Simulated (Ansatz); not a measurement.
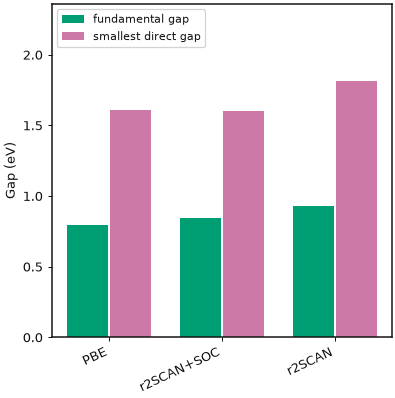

Gaps of WSe2, space group P6_3/mmc, 6 atoms in the cell, 2H (MoS2) bulk type, hydrostatic strain −4.0%, at several levels of theory on one cell (Ansatz, plane waves and PAW; edges over the mesh and the special points).

Q: How does the gap depend on the level, and does its kind change?

A: In rising order: PBE 0.80 eV, r2SCAN+SOC 0.84 eV and r2SCAN 0.93 eV. It is indirect at every level.
